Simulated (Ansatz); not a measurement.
# Geometry relaxation, with input and output: CoO (part 2 of 2)

The same run, continued: CoO (2 atoms in the cell); DFT PBE+U, scalar-relativistic, plane waves, PAW, Ueff = 3.32 eV on Co d, spin-polarised (Ansatz 0.2.0); cutoff 420 eV, 20×20×20 k-mesh, Gaussian smearing of 0.1 eV, collinear spins. The structure derives from an entry of the Crystallography Open Database.

Geometry of the input (Å; fractional positions):
```
-1.5080  1.5080  2.1072
1.5080  -1.5080  2.1072
1.5080  1.5080  -2.1072
Co 0.0000  0.0000  0.0000
O  0.5000  0.5000  0.0000
```

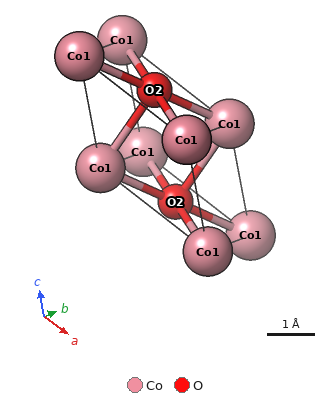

*The geometry at step 1 of the log (ball-and-stick view of the cell of the calculation, seen slightly off an axis; atoms are numbered from 1 in the order of the input).*

**What the program printed, continued**
```
relax step   2: F+E_penalty+E_count = -5691.23284196 eV  Δ(F+E_penalty+E_count) = -4.035e-2 eV  max|allowed force component| = 9.861e-32 eV/Å  Δτ_max = 0.0000 Å  P = +4.344 GPa  Ω = 19.733 Å³  energy of the carried Pulay correction = -2.742e-3 eV  (6 SCF iters, dr2 threshold 2.00e-7 eV, accepted)
Crystal: 2 atoms, lattice volume = 20.212 Å³
Basis set: ecut = 420 eV, 403 PW (Γ), exchange–correlation on 48×48×48 points (8 copies of the dense FFT grid, shifted against one another)
preconditioner: auto → none  [metal: Δε(μ)=0.023 eV  Ē_g=15.968 eV  σ=0.100 eV  W_gap=0.13  n_scr=8 (ndim 8)  ℏωp=32.0 eV  f_vac=0.000  D(μ)=0.03/eV (n_scr^D=0)]
SCF 3 converged in 7 iterations: F = -5691.257705 eV  dr2 = 1.75e-9
relax step   3: F+E_penalty+E_count = -5691.25770534 eV  Δ(F+E_penalty+E_count) = -2.486e-2 eV  max|allowed force component| = 2.958e-31 eV/Å  Δτ_max = 0.0000 Å  P = -0.174 GPa  Ω = 20.212 Å³  energy of the carried Pulay correction = -5.077e-3 eV  (7 SCF iters, dr2 threshold 2.00e-7 eV, accepted)
Crystal: 2 atoms, lattice volume = 20.256 Å³
Basis set: ecut = 420 eV, 379 PW (Γ), exchange–correlation on 48×48×48 points (8 copies of the dense FFT grid, shifted against one another)
preconditioner: auto → none  [insulator: Δε(μ)=0.144 eV  Ē_g=15.969 eV  σ=0.100 eV  W_gap=0.60  n_scr=8 (ndim 8)  ℏωp=32.0 eV  f_vac=0.000  D(μ)=0.01/eV (n_scr^D=0)  ε∞_Penn≈5.0]
SCF 4 converged in 6 iterations: F = -5691.261690 eV  dr2 = 6.25e-10
relax step   4: F+E_penalty+E_count = -5691.26168957 eV  Δ(F+E_penalty+E_count) = -3.984e-3 eV  max|allowed force component| = 1.874e-30 eV/Å  Δτ_max = 0.0000 Å  P = -0.354 GPa  Ω = 20.256 Å³  energy of the carried Pulay correction = -5.344e-3 eV  (6 SCF iters, dr2 threshold 2.00e-7 eV, accepted)
Crystal: 2 atoms, lattice volume = 20.229 Å³
preconditioner: auto → none  [insulator: Δε(μ)=0.136 eV  Ē_g=15.985 eV  σ=0.100 eV  W_gap=0.59  n_scr=8 (ndim 8)  ℏωp=32.0 eV  f_vac=0.000  D(μ)=0.01/eV (n_scr^D=0)  ε∞_Penn≈5.0]
SCF 5 converged in 5 iterations: F = -5691.262088 eV  dr2 = 5.25e-8
relax step   5: F+E_penalty+E_count = -5691.26208817 eV  Δ(F+E_penalty+E_count) = -3.986e-4 eV  max|allowed force component| = 2.268e-30 eV/Å  Δτ_max = 0.0000 Å  P = -0.003 GPa  Ω = 20.229 Å³  energy of the carried Pulay correction = -5.240e-3 eV  (5 SCF iters, dr2 threshold 2.00e-7 eV, accepted)
Initial wavefunctions: pseudopotential atomic-orbital guess (no wavefunctions were taken with the density)
preconditioner: auto → none  [insulator: Δε(μ)=0.141 eV  Ē_g=15.984 eV  σ=0.100 eV  W_gap=0.61  n_scr=8 (ndim 8)  ℏωp=32.0 eV  f_vac=0.000  D(μ)=0.01/eV (n_scr^D=0)  ε∞_Penn≈5.0]
SCF 6 converged in 8 iterations: F = -5691.272409 eV  dr2 = 6.99e-13
relax step   6: F+E_penalty+E_count = -5691.27240866 eV  Δ(F+E_penalty+E_count) = -1.032e-2 eV  max|allowed force component| = 1.676e-30 eV/Å  Δτ_max = 0.0000 Å  P = +0.803 GPa  Ω = 20.229 Å³  stress off target by 1.70e0 GPa  SCF on the basis re-selected at this cell (its energy is not comparable with the rows above)  (8 SCF iters)
basis re-selected at this cell: Δ(F+E_penalty+E_count) = -1.032e-2 eV, ΔP = +0.806 GPa vs the last step (what re-selecting the basis moved, of the pressure what is left beyond the Pulay correction that the steps carried, after the strain that the cell walked since its last selection, with what the two solves' SCF thresholds leave and, on support functions, any second-order correction that the steps lacked; it is no measure of the basis error at this ecutwfc). This SCF's stress stands 1.70e0 GPa from its target on what of the cell is left free (relax.cell.stress_tol is 5.00e-2 GPa) and its largest allowed force component is 1.68e-30 eV/Å (relax.f_tol is 5.00e-3 eV/Å): not within both, so this SCF does not close the relaxation
Crystal: 2 atoms, lattice volume = 20.323 Å³
eigensolver tolerance schedule calibrated: the retry pair's looser diagonalisation under-reported the residual by θ = 0.47 (0.12/decade); ethr = c·dr2/N_el runs at the constant in force after the calibration composes with the one it found (an armed cap, an earlier calibration), c = 7.2e-2
preconditioner: auto → none  [insulator: Δε(μ)=0.139 eV  Ē_g=15.948 eV  σ=0.100 eV  W_gap=0.61  n_scr=10 (ndim 8)  ℏωp=31.9 eV  f_vac=0.000  D(μ)=0.01/eV (n_scr^D=0)  ε∞_Penn≈5.0]
SCF 7 converged in 5 iterations: F = -5691.272694 eV  dr2 = 9.06e-8
relax step   7: F+E_penalty+E_count = -5691.27269380 eV  Δ(F+E_penalty+E_count) = -2.851e-4 eV  max|allowed force component| = 1.893e-29 eV/Å  Δτ_max = 0.0000 Å  P = +0.195 GPa  Ω = 20.323 Å³  energy of the carried Pulay correction = -4.681e-4 eV  (5 SCF iters, dr2 threshold 2.00e-7 eV, accepted)
Crystal: 2 atoms, lattice volume = 20.352 Å³
preconditioner: auto → none  [insulator: Δε(μ)=0.140 eV  Ē_g=15.937 eV  σ=0.100 eV  W_gap=0.61  n_scr=10 (ndim 8)  ℏωp=31.9 eV  f_vac=0.000  D(μ)=0.01/eV (n_scr^D=0)  ε∞_Penn≈5.0]
SCF 8 converged in 3 iterations: F = -5691.272593 eV  dr2 = 1.81e-7
relax step   8: F+E_penalty+E_count = -5691.27259338 eV  Δ(F+E_penalty+E_count) = +1.004e-4 eV  max|allowed force component| = 1.183e-30 eV/Å  Δτ_max = 0.0000 Å  P = +0.012 GPa  Ω = 20.352 Å³  energy of the carried Pulay correction = -6.108e-4 eV  (3 SCF iters, dr2 threshold 2.00e-7 eV, accepted)
preconditioner: auto → none  [insulator: Δε(μ)=0.139 eV  Ē_g=15.937 eV  σ=0.100 eV  W_gap=0.61  n_scr=10 (ndim 8)  ℏωp=31.9 eV  f_vac=0.000  D(μ)=0.01/eV (n_scr^D=0)  ε∞_Penn≈5.0]
SCF 9 converged in 7 iterations: F = -5691.273233 eV  dr2 = 2.29e-13
relax step   9: F+E_penalty+E_count = -5691.27323288 eV  Δ(F+E_penalty+E_count) = -6.395e-4 eV  max|allowed force component| = 1.578e-30 eV/Å  Δτ_max = 0.0000 Å  P = +0.018 GPa  Ω = 20.352 Å³  stress off target by 1.03e-1 GPa  SCF on the basis re-selected at this cell (its energy is not comparable with the rows above)  (7 SCF iters)
basis re-selected at this cell: Δ(F+E_penalty+E_count) = -6.395e-4 eV, ΔP = +0.006 GPa vs the last step (what re-selecting the basis moved, of the pressure what is left beyond the Pulay correction that the steps carried, after the strain that the cell walked since its last selection, with what the two solves' SCF thresholds leave and, on support functions, any second-order correction that the steps lacked; it is no measure of the basis error at this ecutwfc). This SCF's stress stands 1.03e-1 GPa from its target on what of the cell is left free (relax.cell.stress_tol is 5.00e-2 GPa) and its largest allowed force component is 1.58e-30 eV/Å (relax.f_tol is 5.00e-3 eV/Å): not within both, so this SCF does not close the relaxation
Crystal: 2 atoms, lattice volume = 20.357 Å³
preconditioner: auto → none  [insulator: Δε(μ)=0.138 eV  Ē_g=15.935 eV  σ=0.100 eV  W_gap=0.61  n_scr=10 (ndim 8)  ℏωp=31.9 eV  f_vac=0.000  D(μ)=0.01/eV (n_scr^D=0)  ε∞_Penn≈5.0]
SCF 10 converged in 4 iterations: F = -5691.273210 eV  dr2 = 2.56e-8
relax step  10: F+E_penalty+E_count = -5691.27321041 eV  Δ(F+E_penalty+E_count) = +2.248e-5 eV  max|allowed force component| = 1.302e-29 eV/Å  Δτ_max = 0.0000 Å  P = -0.002 GPa  Ω = 20.357 Å³  energy of the carried Pulay correction = -2.688e-5 eV  (4 SCF iters, dr2 threshold 2.65e-8 eV, accepted)
iter 1 solved again at ethr=1.14e-8 eV; its pass at ethr=3.10e-3 eV (dr2=2.62e-6 eV) is discarded
SCF iter   1: F=—  HF=-5691.273241 eV  |F-HF|=—  |Δ(HF+E_count)|=         —  Δρ=9.66e-6 (↑7.72e-6 ↓9.66e-6)  dr2=2.85e-8  dr2_m=3.39e-9  M=3.000 μB ∫|m|=3.000 μB  β_m=0.30  ethr=1.14e-8  ⟨swp⟩=3.7  Hψ=168132  notcnv=0
SCF iter   2: F=—  HF=-5691.273241 eV  |F-HF|=—  |Δ(HF+E_count)|=  1.87e-10  Δρ=4.53e-6 (↑3.22e-6 ↓4.53e-6)  dr2=1.34e-9  dr2_m=1.87e-9  M=3.000 μB ∫|m|=3.000 μB  β_m=0.30  ethr=1.24e-10  ⟨swp⟩=2.3  Hψ=31947  notcnv=0
SCF iter   3: F=—  HF=-5691.273241 eV  |F-HF|=—  |Δ(HF+E_count)|=   1.54e-9  Δρ=3.09e-6 (↑2.77e-6 ↓3.09e-6)  dr2=5.10e-10  dr2_m=1.02e-9  M=3.000 μB ∫|m|=3.000 μB  β_m=0.50  ethr=5.80e-12  ⟨swp⟩=2.4  Hψ=33118  notcnv=0
SCF iter   4: F=—  HF=-5691.273241 eV  |F-HF|=—  |Δ(HF+E_count)|=   2.22e-9  Δρ=8.41e-7 (↑3.85e-7 ↓8.41e-7)  dr2=8.31e-11  dr2_m=3.50e-11  M=3.000 μB ∫|m|=3.000 μB  β_m=0.45  ethr=2.22e-12  ⟨swp⟩=2.0  Hψ=37804  notcnv=0
SCF iter   5: F=-5691.273241 eV  HF=-5691.273241 eV  |F-HF|=2.73e-12  |Δ(HF+E_count)|=  2.64e-11  Δρ=2.00e-7 (↑1.63e-7 ↓2.00e-7)  dr2=1.21e-12  dr2_m=5.18e-12  M=3.000 μB ∫|m|=3.000 μB  ethr=1.00e-12  ⟨swp⟩=5.1  Hψ=84997  notcnv=0
SCF 11 converged in 5 iterations: F = -5691.273241 eV  dr2 = 1.21e-12
relax step  11: F+E_penalty+E_count = -5691.27324133 eV  Δ(F+E_penalty+E_count) = -3.092e-5 eV  max|allowed force component| = 2.958e-30 eV/Å  Δτ_max = 0.0000 Å  P = -0.001 GPa  Ω = 20.357 Å³  stress off target by 4.18e-3 GPa  SCF on the basis re-selected at this cell (its energy is not comparable with the rows above)  (5 SCF iters)
basis re-selected at this cell: Δ(F+E_penalty+E_count) = -3.092e-5 eV, ΔP = +0.001 GPa vs the last step (what re-selecting the basis moved, of the pressure what is left beyond the Pulay correction that the steps carried, after the strain that the cell walked since its last selection, with what the two solves' SCF thresholds leave and, on support functions, any second-order correction that the steps lacked; it is no measure of the basis error at this ecutwfc). This SCF's stress stands 4.18e-3 GPa from its target on what of the cell is left free (relax.cell.stress_tol is 5.00e-2 GPa) and its largest allowed force component is 2.96e-30 eV/Å (relax.f_tol is 5.00e-3 eV/Å): within both
SCF converged after 5 iterations
Magnetization: 2.9996 μB (12.9998 up, 10.0002 down)
Absolute magnetization: 3.0003 μB (∫|ρ↑−ρ↓|, with the PAW one-centre terms)
Spin contamination: 0.0031 ħ² per cell (⟨S²⟩ above its minimum at these occupations)
Per-site moments (μB) at R_I (Å): [(2.583051620680621, 0.8743725584701305), (0.23554052083005025, 0.8743725584701305)]
Free energy (F): -5691.273241 eV
Harris-Foulkes:  -5691.273241 eV  (|F-HF|=2.73e-12)
Internal energy: -5691.273184 eV  (E = F + TS)
E sigma→0 (E₀):  -5691.273213 eV
Entropy (-TS):   -0.000057 eV (-0.029 meV/atom)
Fermi energy:    12.504119 eV
--- Per-component energies (eV) ---
  E_band       = -337.161985
  E_kinetic    = 615.701785
  E_local      = -3516.148305  (includes V_loc(G=0)·N_el)
  E_nonlocal   = 514.693553
  E_hartree    = 1440.795084
  E_xc         = -228.230528
  E_vxc        = -293.213295  (∫ρ·V_xc dr)
  E_hubbard    = 0.486297  (on-site DFT+U / exact-exchange correction)
  E_vhub       = -11.125224  (the Hubbard potential's part of the band-sum identity)
  E_paw        = -1677.104416  (= ΣΔE_a)
  E_vpaw       = -528.663075  (= ΣTr[D̂ρ^β])
  E_aug_tail   = 0.002455  (compensation charges beyond the density's cutoff)
  E_ewald      = -2841.469109
  E_smearing   = -0.000057  (= −TS)
  E_closure    = -0.000000  (closes the sum)
  Σ components = -5691.273241   (vs F -5691.273241, Δ=0.00e0)
--- Forces (eV/Å), atoms counted from 1 ---
  atom   1  Co    -0.00000000     0.00000000    -0.00000000
  atom   2  O      0.00000000     0.00000000     0.00000000
  max |Σ_I F_I| component: 4.73e-30 eV/Å
--- Stress (GPa, compression-positive) ---
       -0.003418       0.000000      -0.000000
        0.000000      -0.003418      -0.000000
       -0.000000       0.000000       0.004181
  P = ⅓ Tr σ = -0.0009 GPa (-0.009 kbar)
--- Band table (eV; the first three rows and the last of 1282) ---
  k-point 0 ↑: bands = ["-84.2163", "-48.0314", "-48.0314", "-46.3285", "-6.6876", "6.8012", "7.4377", "8.0625", "8.6921", "8.6921", "10.0693", "10.0693", "10.4806", "13.6362", "29.4454", "29.9022", "30.7924", "30.7924"]
  k-point 1 ↑: bands = ["-84.2162", "-48.0321", "-48.0318", "-46.3288", "-6.6519", "6.7976", "7.2947", "8.0374", "8.6559", "8.6703", "10.0419", "10.0730", "10.5231", "13.9353", "28.6908", "29.6382", "30.0593", "31.7321"]
  k-point 2 ↑: bands = ["-84.2159", "-48.0342", "-48.0330", "-46.3295", "-6.5496", "6.7923", "6.8967", "8.0197", "8.5695", "8.6073", "10.0021", "10.0758", "10.6231", "14.6926", "27.6748", "29.0926", "29.1135", "30.8677"]
  k-point 640 ↓: bands = ["-80.9442", "-44.4824", "-44.4824", "-43.9069", "-5.0969", "6.9613", "9.5195", "9.5195", "11.1497", "11.1497", "12.5363", "13.9526", "15.6982", "19.3021", "22.4081", "25.6022", "29.1516", "29.1516"]
Occupation matrices written to [file]
--- Relaxed structure (8 steps of the walk, 8 accepted, 3 SCFs on fresh bases) ---
  F+E_penalty+E_count = -5691.27324133 eV   max|allowed force component| = 2.958e-30 eV/Å   (the final SCF, on the basis selected at the relaxed cell)
  cell:  # Å, volume = 20.3570 Å³
    - [-1.498847916067055, 1.498847916067055, 2.26537143872019]
    - [1.498847916067055, -1.498847916067055, 2.26537143872019]
    - [1.498847916067055, 1.498847916067055, -2.26537143872019]
  atoms:
    - { symbol: Co, position: [8.925333973514851e-38, -1.7815597610116466e-36, -1.870813100746795e-36] }
    - { symbol: O, position: [0.5000000000000001, 0.5000000000000001, 2.8995559869573613e-37] }
--- Löwdin populations: 2 sites ---
  site symbol       q [e]    m [muB]
     0     Co     15.8101     2.6947
     1      O      7.0630     0.2993
  spilling = 0.005517 (of n_electrons = 23.000000)
```

**Trajectory as extended XYZ (Å, eV, eV/Å), 11 frames, from step=1 to step=11**
```
2
Lattice="-1.5080 1.5080 2.1073 1.5080 -1.5080 2.1073 1.5080 1.5080 -2.1073" Properties=species:S:1:pos:R:3:forces:R:3 step=1 energy=-5691.19250 pressure_GPa=10.46
Co    0.0000    0.0000    0.0000    0.0000   0.0000   0.0000
O     0.0000    0.0000    2.1073    0.0000   0.0000   0.0000
2
Lattice="-1.5150 1.5150 2.1493 1.5150 -1.5150 2.1493 1.5150 1.5150 -2.1493" Properties=species:S:1:pos:R:3:forces:R:3 step=2 energy=-5691.23284 pressure_GPa=4.34
Co    0.0000    0.0000    0.0000    0.0000   0.0000   0.0000
O     0.0000    0.0000    2.1493    0.0000   0.0000   0.0000
2
Lattice="-1.5113 1.5113 2.2122 1.5113 -1.5113 2.2122 1.5113 1.5113 -2.2122" Properties=species:S:1:pos:R:3:forces:R:3 step=3 energy=-5691.25770 pressure_GPa=-0.17
Co    0.0000    0.0000    0.0000    0.0000   0.0000   0.0000
O     0.0000    0.0000    2.2122    0.0000   0.0000   0.0000
2
Lattice="-1.5037 1.5037 2.2397 1.5037 -1.5037 2.2397 1.5037 1.5037 -2.2397" Properties=species:S:1:pos:R:3:forces:R:3 step=4 energy=-5691.26169 pressure_GPa=-0.35
Co    0.0000    0.0000    0.0000    0.0000   0.0000   0.0000
O     0.0000    0.0000    2.2397    0.0000   0.0000   0.0000
2
Lattice="-1.5003 1.5003 2.2468 1.5003 -1.5003 2.2468 1.5003 1.5003 -2.2468" Properties=species:S:1:pos:R:3:forces:R:3 step=5 energy=-5691.26209 pressure_GPa=-0.00
Co    0.0000    0.0000    0.0000    0.0000   0.0000   0.0000
O     0.0000    0.0000    2.2468    0.0000   0.0000   0.0000
2
Lattice="-1.5003 1.5003 2.2468 1.5003 -1.5003 2.2468 1.5003 1.5003 -2.2468" Properties=species:S:1:pos:R:3:forces:R:3 step=6 energy=-5691.27241 pressure_GPa=0.80
Co    0.0000    0.0000    0.0000    0.0000   0.0000   0.0000
O     0.0000    0.0000    2.2468    0.0000   0.0000   0.0000
2
Lattice="-1.4993 1.4993 2.2604 1.4993 -1.4993 2.2604 1.4993 1.4993 -2.2604" Properties=species:S:1:pos:R:3:forces:R:3 step=7 energy=-5691.27269 pressure_GPa=0.19
Co    0.0000    0.0000    0.0000    0.0000   0.0000   0.0000
O     0.0000    0.0000    2.2604    0.0000   0.0000   0.0000
2
Lattice="-1.4991 1.4991 2.2640 1.4991 -1.4991 2.2640 1.4991 1.4991 -2.2640" Properties=species:S:1:pos:R:3:forces:R:3 step=8 energy=-5691.27259 pressure_GPa=0.01
Co    0.0000    0.0000    0.0000    0.0000   0.0000   0.0000
O     0.0000    0.0000    2.2640    0.0000   0.0000   0.0000
2
Lattice="-1.4991 1.4991 2.2640 1.4991 -1.4991 2.2640 1.4991 1.4991 -2.2640" Properties=species:S:1:pos:R:3:forces:R:3 step=9 energy=-5691.27323 pressure_GPa=0.02
Co    0.0000    0.0000    0.0000    0.0000   0.0000   0.0000
O     0.0000    0.0000    2.2640    0.0000   0.0000   0.0000
2
Lattice="-1.4988 1.4988 2.2654 1.4988 -1.4988 2.2654 1.4988 1.4988 -2.2654" Properties=species:S:1:pos:R:3:forces:R:3 step=10 energy=-5691.27321 pressure_GPa=-0.00
Co    0.0000    0.0000    0.0000    0.0000   0.0000   0.0000
O     0.0000    0.0000    2.2654    0.0000   0.0000   0.0000
2
Lattice="-1.4988 1.4988 2.2654 1.4988 -1.4988 2.2654 1.4988 1.4988 -2.2654" Properties=species:S:1:pos:R:3:forces:R:3 step=11 energy=-5691.27324 pressure_GPa=-0.00
Co    0.0000    0.0000    0.0000    0.0000   0.0000   0.0000
O     0.0000    0.0000    2.2654    0.0000   0.0000   0.0000
```

**Results in brief**

```json
{"quantity": "outcome", "value": "converged"}
{"quantity": "space group (tolerance 0.01 Å)", "value": "I4/mmm (139)"}
{"quantity": "electrons treated", "value": "23"}
{"quantity": "free energy", "value": "−5691.2732 eV"}
{"quantity": "Fermi energy", "value": "12.504 eV"}
{"quantity": "gap on the k-point mesh", "value": "0.14 eV"}
{"quantity": "net moment of the cell", "value": "3.00 μB"}
{"quantity": "integrated absolute moment", "value": "3.00 μB"}
{"quantity": "pressure", "value": "0.00 GPa"}
{"quantity": "final volume", "value": "20.36 Å³"}
{"quantity": "largest force (length of the vector) at the end", "value": "under 0.001 eV/Å"}
{"quantity": "final cell", "value": "a = 3.102 Å, b = 3.102 Å, c = 3.102 Å, α = 122.22°, β = 122.22°, γ = 86.19°"}
{"quantity": "hardware", "value": "2 threads of Intel Xeon @ 2.50GHz (Skylake/Cascade Lake), 16 GiB of memory available, shared host"}
{"quantity": "wall time", "value": "4 min (CPU time 7.8 min)"}
{"quantity": "peak memory", "value": "0.92 GiB"}
```

**Notes**

The electronic state found may not be the lowest one.
